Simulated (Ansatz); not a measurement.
# Calculations on ZnS

Part 1: Relaxation

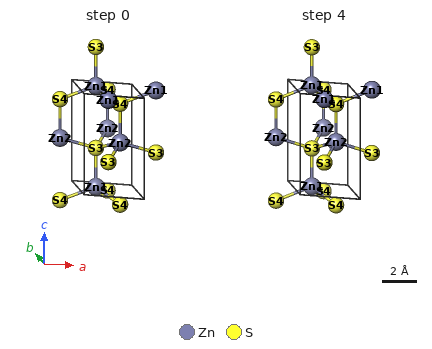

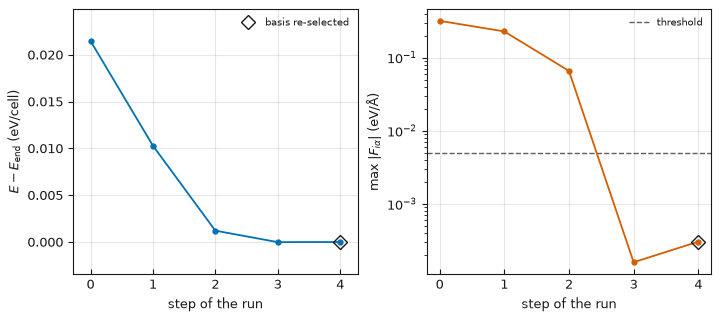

First and last geometry of a relaxation of solid ZnS (set up in P6_3mc), with the history of the run. A ball-and-stick model of the cell of the calculation, seen slightly off an axis.

These are results of Ansatz, DFT r2SCAN, scalar-relativistic, plane waves, PAW, not measurements. Set-up: plane-wave cutoff 500 eV; k-point mesh 6 × 6 × 4; occupations gaussian; smearing width 0.02 eV; no spin polarisation; cell and atoms relaxed; force threshold 0.005 eV/Å; at most 80 steps.

> Did the run converge, and what did it change?

It converged. The energy falls by 21.5 meV per cell of the calculation in 3 accepted moves (4 points after the start). Largest force component: 0.32 eV/Å at the start, 0.00031 eV/Å at the end. The pressure goes from 0.13 to −0.02 GPa. At 1 point the geometry stayed and the basis and grid were re-selected for the new cell (energy shift of less than 0.05 meV per cell of the calculation at most each time). The largest moves relative to the cell, 0.034 Å, are those of Zn1, Zn2, S3 and S4. S4 goes along −c. Largest moves by element: S 0.034 Å, Zn 0.034 Å. The drawn cell changes at constant volume: a = b 3.811 → 3.807 Å (−0.1 %), c 6.234 → 6.246 Å (+0.2 %). Some distances before and after: Zn1–S3 2.400 → 2.337 Å, Zn1–S4 2.314 → 2.334 Å. The space group stays P6_3mc (No. 186).

```
step  E − E(0), meV/atom  largest force component, eV/Å  pressure, GPa  volume, Å³/atom                      note
   0                0.00                         0.3179           0.13           19.603                          
   1               -2.80                         0.2277           0.04           19.604                          
   2               -5.07                         0.0657           0.31           19.516                          
   3               -5.37                         0.0002          -0.02           19.596                          
   4               -5.37                         0.0003          -0.02           19.596  same geometry, new basis
```

Part 2: Scan

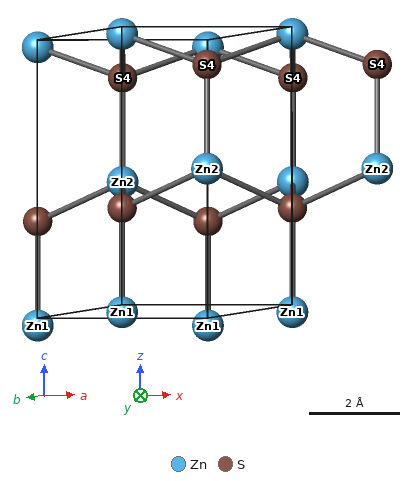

Solid ZnS (P6_3mc): Zn1 (one in each cell of 4 atoms) is moved over the plane of the Cartesian directions x and z, all else fixed. The picture shows the reference cell. A ball-and-stick model of the cell of the calculation, repeated 2 × 2 × 1 with one cell outlined, seen nearly along the normal of the scanned plane.

All numbers below come from DFT r2SCAN, scalar-relativistic, plane waves, PAW (Ansatz 0.2.0). Settings: plane-wave cutoff 500 eV; k-point mesh 6 × 6 × 4; occupations gaussian; smearing width 0.05 eV; no spin polarisation. Energies (free energies at the smearing named) are counted from the relaxed crystal.

```
CELL_PARAMETERS angstrom
3.80672 0.00000 0.00000
-1.90336 3.29672 0.00000
0.00000 0.00000 6.24574
ATOMIC_POSITIONS crystal
Zn 0.33333 0.66667 0.00539
Zn 0.66667 0.33333 0.50539
S 0.33333 0.66667 0.37961
S 0.66667 0.33333 0.87961
```

**What energies does the calculation give on a grid with rows −0.450, −0.225, 0.000, 0.225, 0.450 and columns −0.450, −0.225, 0.000, 0.225, 0.450 (displacement along x (Å); displacement along z (Å))?**

Rows: displacement along x (Å); columns: displacement along z (Å); values in meV/cell.

```
        −0.450  −0.225  0.000  0.225  0.450
−0.450    1794    1195    694    592   1330
−0.225     739     381    154    331   1406
 0.000     438     148      0    263   1453
 0.225     739     381    154    331   1406
 0.450    1794    1195    694    592   1330
```

In pairs of (displacement along x (Å); displacement along z (Å)): the lowest computed point lies at (0.000, 0.000) (0 meV/cell), the highest at (−0.450, −0.450), (0.450, −0.450) (1794 meV/cell).

As a map, interpolated between the computed points (dots):

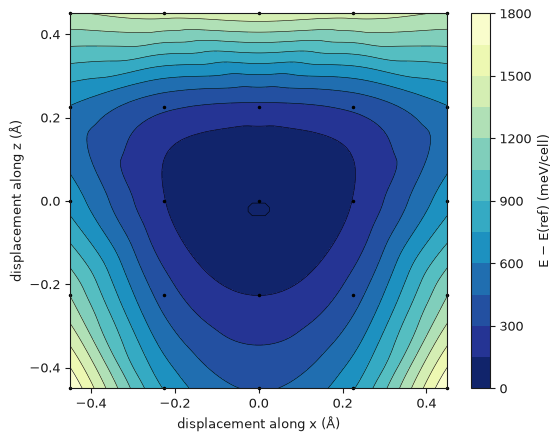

Part 3: Energy map

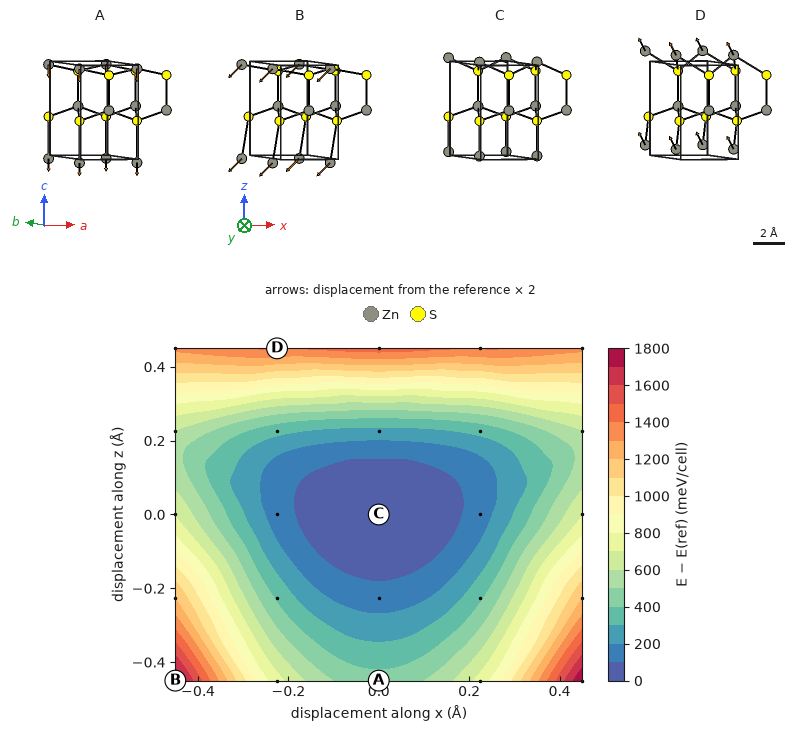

Energy scan for solid ZnS (P6_3mc), in which a Zn atom (one in each cell of 4 atoms) is moved over the plane of the Cartesian directions x and z, all else fixed. The map is interpolated between the computed points (dots). The lettered frames are marked on it. The picture is a ball-and-stick view of the cell of the calculation, repeated 2 × 2 × 1 with one cell outlined, seen nearly along the normal of the scanned plane. Orange arrows: displacements from the reference.

Level of theory: DFT r2SCAN, scalar-relativistic, plane waves, PAW in Ansatz. (plane-wave cutoff 500 eV; k-point mesh 6 × 6 × 4; occupations gaussian; smearing width 0.05 eV; no spin polarisation). Energies (free energies at the smearing named) are counted from the relaxed crystal.

Question: Where is the lowest point of the map, and what else does it tell?

Answer: In pairs of (displacement along x (Å); displacement along z (Å)): the lowest computed point lies at (0.000, 0.000) (0 meV/cell), the highest at (−0.450, −0.450), (0.450, −0.450) (1794 meV/cell). The frames lie at A (0.000, −0.450): 438 meV/cell, B (−0.450, −0.450): 1794 meV/cell, C (0.000, 0.000): 0 meV/cell, D (−0.225, 0.450): 1406 meV/cell.
